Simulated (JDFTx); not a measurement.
# Geometry relaxation of I (part 2 of 3)

Continued. System: I (Fmmm, 1 atom in the cell). Method: Kohn-Sham DFT of a periodic cell, SCAN, SG15-PBE-1.2, no spin polarisation (JDFTx 1.7.0 (patched build)); cutoff 1088.45 eV, 3×3×3 k-mesh, fermi-dirac of 0.05 eV. The structure derives from a Materials Project entry. The settings are looser than a standard set-up, so the numbers are not reference values.

Geometry of the input (Å; fractional positions):
```
0.0000  2.3656  3.9098
2.1922  0.0000  3.9098
2.1922  2.3656  0.0000
I  0.0000  0.0000  0.0000
```

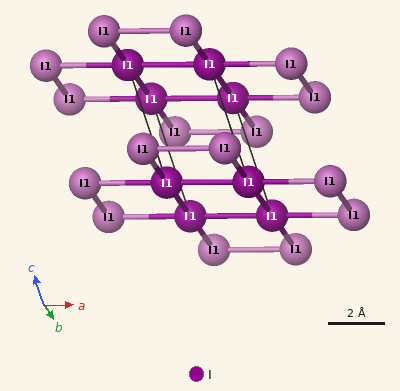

Figure 1. The geometry at step 3 of the log (ball-and-stick view of the reduced cell, seen at an oblique angle; neighbours outside the cell are drawn fainter; atoms are numbered from 1 in the order of the input).

### The program's output, continued
```
# Strain tensor in Cartesian coordinates:
[   -0.0303559            0            0  ]
[            0   -0.0522108            0  ]
[            0            0   0.00289538  ]

# Stress tensor in Cartesian coordinates [Eh/a0^3]:
[ -6.12589e-05            0            0  ]
[            0 -2.33932e-05            0  ]
[            0            0 -1.04315e-05  ]

# Ionic positions in lattice coordinates:
ion I   0.000000000000000   0.000000000000000   0.000000000000000 1

# Forces in Cartesian coordinates:
force I   0.000000000000000  -0.000000000000000   0.000000000000000 1

# Energy components:
   Eewald =      -63.7340231290920229
       EH =       25.6883051821582633
     Eloc =      -75.3727187449585756
      Enl =      -18.7661171880021840
      Exc =       -9.5088514736917489
       KE =       42.6748942201993273
-------------------------------------
     Etot =      -99.0185111333869372
       TS =        0.0002637686700352
-------------------------------------
        F =      -99.0187749020569754

LatticeMinimize: Iter:   2  F: -99.018774902056975  |grad|_K:  2.580e-03  alpha:  1.000e+00  linmin:  7.564e-01

-------- Electronic minimization -----------
Will mix electronic and kinetic density at each iteration.
	FillingsUpdate:  mu: +0.338106224  nElectrons: 17.000000
	FillingsUpdate:  mu: +0.316412085  nElectrons: 17.000000
SCF: Cycle:  0   F: -99.016917617856478   dF: -9.241e-03   |Residual|: 3.010e-01   |deigs|: 7.286e-04
	FillingsUpdate:  mu: +0.321350063  nElectrons: 17.000000
SCF: Cycle:  1   F: -99.018468004012220   dF: -1.550e-03   |Residual|: 1.546e-01   |deigs|: 1.110e-02
	FillingsUpdate:  mu: +0.325135391  nElectrons: 17.000000
[... 8 further cycles ...]
SCF: Cycle: 10   F: -99.018889030908852   dF: -5.761e-10   |Residual|: 2.447e-05   |deigs|: 3.026e-06
	FillingsUpdate:  mu: +0.324308582  nElectrons: 17.000000
SCF: Cycle: 11   F: -99.018889031101551   dF: -1.927e-10   |Residual|: 5.171e-06   |deigs|: 3.526e-06
SCF: Converged (|Delta E|<1.000000e-09 for 2 iters).

Setting wave functions to eigenvectors of Hamiltonian
# Lattice vectors:
R =
[            0      4.06498      4.06498  ]
[      4.25528            0      4.25528  ]
[      7.42533      7.42533            0  ]
unit cell volume = 256.881

# Strain tensor in Cartesian coordinates:
[   -0.0187713            0            0  ]
[            0   -0.0481066            0  ]
[            0            0   0.00498077  ]

# Stress tensor in Cartesian coordinates [Eh/a0^3]:
[ -1.09564e-05            0            0  ]
[            0    1.874e-05            0  ]
[            0            0 -7.72121e-06  ]

# Ionic positions in lattice coordinates:
ion I   0.000000000000000   0.000000000000000   0.000000000000000 1

# Forces in Cartesian coordinates:
force I  -0.000000000000000   0.000000000000000  -0.000000000000000 1

# Energy components:
   Eewald =      -63.4167307697664526
       EH =       25.8544589115476207
     Eloc =      -75.8487745282545518
      Enl =      -18.7689796630639130
      Exc =       -9.5030024965864932
       KE =       42.6644202964107819
-------------------------------------
     Etot =      -99.0186082497130258
       TS =        0.0002807813885321
-------------------------------------
        F =      -99.0188890311015513

LatticeMinimize: Iter:   3  F: -99.018889031101551  |grad|_K:  9.116e-04  alpha:  1.000e+00  linmin: -2.218e-01

-------- Electronic minimization -----------
Will mix electronic and kinetic density at each iteration.
	FillingsUpdate:  mu: +0.324308582  nElectrons: 17.000000
	FillingsUpdate:  mu: +0.322934475  nElectrons: 17.000000
SCF: Cycle:  0   F: -99.018756131967848   dF: -1.389e-03   |Residual|: 4.388e-02   |deigs|: 1.139e-04
	FillingsUpdate:  mu: +0.323688004  nElectrons: 17.000000
SCF: Cycle:  1   F: -99.018901069262768   dF: -1.449e-04   |Residual|: 2.139e-02   |deigs|: 7.560e-04
	FillingsUpdate:  mu: +0.324341003  nElectrons: 17.000000
[... 6 further cycles ...]
SCF: Cycle:  8   F: -99.018911598755267   dF: -5.713e-10   |Residual|: 1.042e-05   |deigs|: 1.019e-06
	FillingsUpdate:  mu: +0.324440643  nElectrons: 17.000000
SCF: Cycle:  9   F: -99.018911598930430   dF: -1.752e-10   |Residual|: 6.763e-06   |deigs|: 9.639e-07
SCF: Converged (|Delta E|<1.000000e-09 for 2 iters).

Setting wave functions to eigenvectors of Hamiltonian
# Lattice vectors:
R =
[            0      4.07346      4.07346  ]
[      4.24058            0      4.24058  ]
[      7.43604      7.43604            0  ]
unit cell volume = 256.898

# Strain tensor in Cartesian coordinates:
[   -0.0167242            0            0  ]
[            0   -0.0513953            0  ]
[            0            0    0.0064302  ]

# Stress tensor in Cartesian coordinates [Eh/a0^3]:
[ -1.21096e-05            0            0  ]
[            0  1.22182e-05            0  ]
[            0            0 -6.57369e-06  ]

# Ionic positions in lattice coordinates:
ion I   0.000000000000000   0.000000000000000   0.000000000000000 1

# Forces in Cartesian coordinates:
force I   0.000000000000000  -0.000000000000000   0.000000000000000 1

# Energy components:
   Eewald =      -63.3883697547315776
       EH =       25.8819434865357856
     Eloc =      -75.9051878122045309
      Enl =      -18.7687202476449073
      Exc =       -9.5034086333373171
       KE =       42.6651227179369883
-------------------------------------
     Etot =      -99.0186202434455822
       TS =        0.0002913554848522
-------------------------------------
        F =      -99.0189115989304298

LatticeMinimize: Iter:   4  F: -99.018911598930430  |grad|_K:  7.287e-04  alpha:  1.000e+00  linmin: -9.750e-01

-------- Electronic minimization -----------
Will mix electronic and kinetic density at each iteration.
	FillingsUpdate:  mu: +0.324440643  nElectrons: 17.000000
	FillingsUpdate:  mu: +0.319123869  nElectrons: 17.000000
SCF: Cycle:  0   F: -99.018148321586636   dF: -5.758e-03   |Residual|: 1.036e-01   |deigs|: 4.291e-04
	FillingsUpdate:  mu: +0.320590267  nElectrons: 17.000000
SCF: Cycle:  1   F: -99.018887796069336   dF: -7.395e-04   |Residual|: 5.115e-02   |deigs|: 2.738e-03
	FillingsUpdate:  mu: +0.322288832  nElectrons: 17.000000
[... 7 further cycles ...]
SCF: Cycle:  9   F: -99.018945682493978   dF: -8.363e-10   |Residual|: 1.204e-05   |deigs|: 3.766e-06
	FillingsUpdate:  mu: +0.322446802  nElectrons: 17.000000
SCF: Cycle: 10   F: -99.018945682763217   dF: -2.692e-10   |Residual|: 4.355e-06   |deigs|: 1.801e-06
SCF: Converged (|Delta E|<1.000000e-09 for 2 iters).

Setting wave functions to eigenvectors of Hamiltonian
# Lattice vectors:
R =
[            0      4.09781      4.09781  ]
[      4.21604            0      4.21604  ]
[      7.45977      7.45977            0  ]
unit cell volume = 257.758

# Strain tensor in Cartesian coordinates:
[   -0.0108473            0            0  ]
[            0   -0.0568845            0  ]
[            0            0   0.00964178  ]

# Stress tensor in Cartesian coordinates [Eh/a0^3]:
[ -7.28607e-06            0            0  ]
[            0  8.00414e-06            0  ]
[            0            0 -4.09312e-06  ]

# Ionic positions in lattice coordinates:
ion I   0.000000000000000   0.000000000000000   0.000000000000000 1

# Forces in Cartesian coordinates:
force I  -0.000000000000000   0.000000000000000   0.000000000000000 1

# Energy components:
   Eewald =      -63.2776845823400791
       EH =       25.9646670529855186
     Eloc =      -76.0984284716617196
      Enl =      -18.7687126055791467
      Exc =       -9.5031852900507516
       KE =       42.6647089518292972
-------------------------------------
     Etot =      -99.0186349448168954
       TS =        0.0003107379463286
-------------------------------------
        F =      -99.0189456827632171

LatticeMinimize: Iter:   5  F: -99.018945682763217  |grad|_K:  4.594e-04  alpha:  1.000e+00  linmin: -9.983e-01

-------- Electronic minimization -----------
Will mix electronic and kinetic density at each iteration.
	FillingsUpdate:  mu: +0.322446802  nElectrons: 17.000000
	FillingsUpdate:  mu: +0.317895264  nElectrons: 17.000000
SCF: Cycle:  0   F: -99.017597736961847   dF: -1.584e-02   |Residual|: 1.612e-01   |deigs|: 1.108e-03
	FillingsUpdate:  mu: +0.317286426  nElectrons: 17.000000
SCF: Cycle:  1   F: -99.018733740556812   dF: -1.136e-03   |Residual|: 8.171e-02   |deigs|: 4.100e-03
	FillingsUpdate:  mu: +0.319709447  nElectrons: 17.000000
[... 8 further cycles ...]
SCF: Cycle: 10   F: -99.018972260881483   dF: -6.504e-10   |Residual|: 9.035e-06   |deigs|: 2.605e-06
	FillingsUpdate:  mu: +0.320009183  nElectrons: 17.000000
SCF: Cycle: 11   F: -99.018972261052483   dF: -1.710e-10   |Residual|: 2.826e-06   |deigs|: 1.099e-06
SCF: Converged (|Delta E|<1.000000e-09 for 2 iters).

Setting wave functions to eigenvectors of Hamiltonian
# Lattice vectors:
R =
[            0      4.13617      4.13617  ]
[      4.17521            0      4.17521  ]
[        7.498        7.498            0  ]
unit cell volume = 258.972

# Strain tensor in Cartesian coordinates:
[  -0.00158703            0            0  ]
[            0   -0.0660186            0  ]
[            0            0    0.0148163  ]

# Stress tensor in Cartesian coordinates [Eh/a0^3]:
[ -3.02768e-06            0            0  ]
[            0   1.2605e-06            0  ]
[            0            0  -8.7998e-07  ]

# Ionic positions in lattice coordinates:
ion I   0.000000000000000   0.000000000000000   0.000000000000000 1

# Forces in Cartesian coordinates:
force I  -0.000000000000000   0.000000000000000  -0.000000000000000 1

# Energy components:
   Eewald =      -63.1113473289050901
       EH =       26.0919470098181918
     Eloc =      -76.3920568118102921
      Enl =      -18.7686294638591455
      Exc =       -9.5030565352063903
       KE =       42.6645022535746534
-------------------------------------
     Etot =      -99.0186408763880763
       TS =        0.0003313846644121
-------------------------------------
        F =      -99.0189722610524825

LatticeMinimize: Iter:   6  F: -99.018972261052483  |grad|_K:  1.354e-04  alpha:  1.000e+00  linmin: -9.208e-01

-------- Electronic minimization -----------
Will mix electronic and kinetic density at each iteration.
	FillingsUpdate:  mu: +0.320009183  nElectrons: 17.000000
	FillingsUpdate:  mu: +0.315364973  nElectrons: 17.000000
SCF: Cycle:  0   F: -99.018650122090705   dF: -1.865e-03   |Residual|: 8.058e-02   |deigs|: 1.385e-04
	FillingsUpdate:  mu: +0.316282537  nElectrons: 17.000000
SCF: Cycle:  1   F: -99.018940532963725   dF: -2.904e-04   |Residual|: 4.113e-02   |deigs|: 2.629e-03
	FillingsUpdate:  mu: +0.317327284  nElectrons: 17.000000
[... 7 further cycles ...]
SCF: Cycle:  9   F: -99.018972751896243   dF: -4.555e-10   |Residual|: 6.984e-06   |deigs|: 1.380e-06
	FillingsUpdate:  mu: +0.317276726  nElectrons: 17.000000
SCF: Cycle: 10   F: -99.018972752046409   dF: -1.502e-10   |Residual|: 5.416e-06   |deigs|: 5.044e-07
SCF: Converged (|Delta E|<1.000000e-09 for 2 iters).

Setting wave functions to eigenvectors of Hamiltonian
# Lattice vectors:
R =
[            0      4.15565      4.15565  ]
[      4.16702            0      4.16702  ]
[      7.50803      7.50803            0  ]
unit cell volume = 260.028

# Strain tensor in Cartesian coordinates:
[   0.00311562            0            0  ]
[            0   -0.0678519            0  ]
[            0            0    0.0161737  ]

# Stress tensor in Cartesian coordinates [Eh/a0^3]:
[  5.91407e-06            0            0  ]
[            0  7.03323e-06            0  ]
[            0            0  -1.0709e-07  ]

# Ionic positions in lattice coordinates:
ion I   0.000000000000000   0.000000000000000   0.000000000000000 1

# Forces in Cartesian coordinates:
force I   0.000000000000000  -0.000000000000000   0.000000000000000 1

# Energy components:
   Eewald =      -63.0258626514984215
       EH =       26.1443303788181325
     Eloc =      -76.5286844208106203
      Enl =      -18.7690975015221468
      Exc =       -9.5020362369672000
       KE =       42.6627125067688695
-------------------------------------
     Etot =      -99.0186379252113937
       TS =        0.0003348268350135
-------------------------------------
        F =      -99.0189727520464089

LatticeMinimize: Iter:   7  F: -99.018972752046409  |grad|_K:  3.681e-04  alpha:  1.000e+00  linmin:  2.869e-01

-------- Electronic minimization -----------
Will mix electronic and kinetic density at each iteration.
	FillingsUpdate:  mu: +0.317276726  nElectrons: 17.000000
	FillingsUpdate:  mu: +0.320626830  nElectrons: 17.000000
SCF: Cycle:  0   F: -99.018921316956863   dF: -3.225e-04   |Residual|: 5.333e-02   |deigs|: 2.355e-05
	FillingsUpdate:  mu: +0.319972168  nElectrons: 17.000000
SCF: Cycle:  1   F: -99.018960620086958   dF: -3.930e-05   |Residual|: 2.784e-02   |deigs|: 1.887e-03
	FillingsUpdate:  mu: +0.319484191  nElectrons: 17.000000
[... 7 further cycles ...]
SCF: Cycle:  9   F: -99.018974604924537   dF: -2.800e-10   |Residual|: 6.596e-06   |deigs|: 5.567e-07
	FillingsUpdate:  mu: +0.319686295  nElectrons: 17.000000
SCF: Cycle: 10   F: -99.018974604988728   dF: -6.419e-11   |Residual|: 6.072e-06   |deigs|: 7.742e-07
SCF: Converged (|Delta E|<1.000000e-09 for 2 iters).

Setting wave functions to eigenvectors of Hamiltonian
# Lattice vectors:
R =
[            0       4.1497       4.1497  ]
[      4.15948            0      4.15948  ]
[      7.50841      7.50841            0  ]
unit cell volume = 259.199

# Strain tensor in Cartesian coordinates:
[   0.00167971            0            0  ]
[            0   -0.0695385            0  ]
[            0            0    0.0162257  ]

# Stress tensor in Cartesian coordinates [Eh/a0^3]:
[  -2.6614e-06            0            0  ]
[            0 -1.75171e-06            0  ]
[            0            0 -1.66222e-07  ]

# Ionic positions in lattice coordinates:
ion I   0.000000000000000   0.000000000000000   0.000000000000000 1

# Forces in Cartesian coordinates:
force I  -0.000000000000000   0.000000000000000   0.000000000000000 1

# Energy components:
   Eewald =      -63.0723053425286153
       EH =       26.1236886109120405
     Eloc =      -76.4630188527139296
      Enl =      -18.7685547489818774
      Exc =       -9.5031614816065773
       KE =       42.6647122765572746
-------------------------------------
     Etot =      -99.0186395383616684
       TS =        0.0003350666270566
-------------------------------------
        F =      -99.0189746049887276

LatticeMinimize: Iter:   8  F: -99.018974604988728  |grad|_K:  1.274e-04  alpha:  1.000e+00  linmin:  9.468e-01

-------- Electronic minimization -----------
Will mix electronic and kinetic density at each iteration.
	FillingsUpdate:  mu: +0.319686295  nElectrons: 17.000000
	FillingsUpdate:  mu: +0.318820171  nElectrons: 17.000000
SCF: Cycle:  0   F: -99.018971321537151   dF: -1.793e-05   |Residual|: 1.325e-02   |deigs|: 1.362e-06
	FillingsUpdate:  mu: +0.319001992  nElectrons: 17.000000
SCF: Cycle:  1   F: -99.018974002557840   dF: -2.681e-06   |Residual|: 6.902e-03   |deigs|: 4.770e-04
	FillingsUpdate:  mu: +0.319142282  nElectrons: 17.000000
[... 5 further cycles ...]
SCF: Cycle:  7   F: -99.018974870168492   dF: -2.987e-10   |Residual|: 1.126e-05   |deigs|: 1.877e-06
	FillingsUpdate:  mu: +0.319100279  nElectrons: 17.000000
SCF: Cycle:  8   F: -99.018974870386600   dF: -2.181e-10   |Residual|: 2.085e-06   |deigs|: 1.305e-06
SCF: Converged (|Delta E|<1.000000e-09 for 2 iters).

Setting wave functions to eigenvectors of Hamiltonian
# Lattice vectors:
R =
[            0      4.15176      4.15176  ]
[      4.16053            0      4.16053  ]
[      7.50878      7.50878            0  ]
unit cell volume = 259.406

# Strain tensor in Cartesian coordinates:
[   0.00217569            0            0  ]
[            0   -0.0693037            0  ]
[            0            0     0.016275  ]

# Stress tensor in Cartesian coordinates [Eh/a0^3]:
[  -6.0197e-07            0            0  ]
[            0  2.01301e-07            0  ]
[            0            0 -1.37539e-07  ]

# Ionic positions in lattice coordinates:
ion I   0.000000000000000   0.000000000000000   0.000000000000000 1

# Forces in Cartesian coordinates:
force I  -0.000000000000000   0.000000000000000  -0.000000000000000 1

# Energy components:
   Eewald =      -63.0595937490495757
       EH =       26.1299488119292036
     Eloc =      -76.4816596206886317
      Enl =      -18.7686799489876037
      Exc =       -9.5028974817780565
       KE =       42.6642422510007151
-------------------------------------
     Etot =      -99.0186397375739631
       TS =        0.0003351328126400
-------------------------------------
        F =      -99.0189748703866002

LatticeMinimize: Iter:   9  F: -99.018974870386600  |grad|_K:  2.595e-05  alpha:  1.000e+00  linmin: -7.009e-01

-------- Electronic minimization -----------
Will mix electronic and kinetic density at each iteration.
	FillingsUpdate:  mu: +0.319100279  nElectrons: 17.000000
	FillingsUpdate:  mu: +0.318965361  nElectrons: 17.000000
SCF: Cycle:  0   F: -99.018974515575280   dF: -1.760e-06   |Residual|: 1.974e-03   |deigs|: 1.303e-07
	FillingsUpdate:  mu: +0.318999236  nElectrons: 17.000000
SCF: Cycle:  1   F: -99.018974863499750   dF: -3.479e-07   |Residual|: 1.216e-03   |deigs|: 6.556e-05
	FillingsUpdate:  mu: +0.319032308  nElectrons: 17.000000
[... 3 further cycles ...]
SCF: Cycle:  5   F: -99.018974894578591   dF: -8.131e-10   |Residual|: 1.600e-05   |deigs|: 2.440e-06
	FillingsUpdate:  mu: +0.319028853  nElectrons: 17.000000
SCF: Cycle:  6   F: -99.018974894814022   dF: -2.354e-10   |Residual|: 9.627e-06   |deigs|: 5.843e-07
SCF: Converged (|Delta E|<1.000000e-09 for 2 iters).

Setting wave functions to eigenvectors of Hamiltonian
# Lattice vectors:
R =
[            0      4.15234      4.15234  ]
[      4.16022            0      4.16022  ]
[      7.50909      7.50909            0  ]
unit cell volume = 259.434

# Strain tensor in Cartesian coordinates:
[   0.00231623            0            0  ]
[            0   -0.0693714            0  ]
[            0            0    0.0163172  ]

# Stress tensor in Cartesian coordinates [Eh/a0^3]:
[  -3.5355e-07            0            0  ]
[            0  3.77271e-07            0  ]
[            0            0 -9.99942e-08  ]

# Ionic positions in lattice coordinates:
ion I   0.000000000000000   0.000000000000000   0.000000000000000 1

# Forces in Cartesian coordinates:
force I  -0.000000000000000   0.000000000000000   0.000000000000000 1

# Energy components:
   Eewald =      -63.0572034086278848
       EH =       26.1314520764295608
     Eloc =      -76.4855209650477690
      Enl =      -18.7686968306453146
      Exc =       -9.5028718455186567
       KE =       42.6642012893692240
-------------------------------------
     Etot =      -99.0186396840408349
       TS =        0.0003352107731829
-------------------------------------
        F =      -99.0189748948140220

LatticeMinimize: Iter:  10  F: -99.018974894814022  |grad|_K:  2.104e-05  alpha:  1.000e+00  linmin: -9.438e-01
LatticeMinimize: Converged (|Delta F|<1.000000e-06 for 2 iters).

Dumping 'run.eigStats' ...
	eMin: -1.367161 at state 6 ( [ +0.333333 +0.333333 +0.000000 ] spin 0 )
	HOMO: +0.314637 at state 6 ( [ +0.333333 +0.333333 +0.000000 ] spin 0 )
	mu  : +0.319029
	LUMO: +0.319601 at state 0 ( [ +0.000000 +0.000000 +0.000000 ] spin 0 )
	eMax: +0.861755 at state 2 ( [ +0.000000 +0.333333 +0.333333 ] spin 0 )
	HOMO-LUMO gap: +0.004964
	Optical gap  : +0.140700 at state 0 ( [ +0.000000 +0.000000 +0.000000 ] spin 0 )
Done!
```

### Trajectory as extended XYZ (Å, eV, eV/Å), 11 frames, from step=0 to step=10
```
1
Lattice="0.0000 2.3656 3.9098 2.1922 0.0000 3.9098 2.1922 2.3656 0.0000" Properties=species:S:1:pos:R:3:forces:R:3 step=0 energy=-2694.39438
I     0.0000    0.0000    0.0000    0.0000   0.0000   0.0000
1
Lattice="0.0000 2.3458 3.9114 2.1811 0.0000 3.9114 2.1811 2.3458 0.0000" Properties=species:S:1:pos:R:3:forces:R:3 step=1 energy=-2694.40897
I     0.0000    0.0000    0.0000    0.0000   0.0000   0.0000
1
Lattice="0.0000 2.2421 3.9212 2.1257 0.0000 3.9212 2.1257 2.2421 0.0000" Properties=species:S:1:pos:R:3:forces:R:3 step=2 energy=-2694.43813
I     0.0000    0.0000    0.0000    0.0000   0.0000   0.0000
1
Lattice="0.0000 2.2518 3.9293 2.1511 0.0000 3.9293 2.1511 2.2518 0.0000" Properties=species:S:1:pos:R:3:forces:R:3 step=3 energy=-2694.44124
I     0.0000    0.0000    0.0000    0.0000   0.0000   0.0000
1
Lattice="0.0000 2.2440 3.9350 2.1556 0.0000 3.9350 2.1556 2.2440 0.0000" Properties=species:S:1:pos:R:3:forces:R:3 step=4 energy=-2694.44185
I     0.0000    0.0000    0.0000    0.0000   0.0000   0.0000
1
Lattice="0.0000 2.2310 3.9475 2.1685 0.0000 3.9475 2.1685 2.2310 0.0000" Properties=species:S:1:pos:R:3:forces:R:3 step=5 energy=-2694.44278
I     0.0000    0.0000    0.0000    0.0000   0.0000   0.0000
1
Lattice="0.0000 2.2094 3.9678 2.1888 0.0000 3.9678 2.1888 2.2094 0.0000" Properties=species:S:1:pos:R:3:forces:R:3 step=6 energy=-2694.44350
I     0.0000    0.0000    0.0000    0.0000   0.0000   0.0000
```
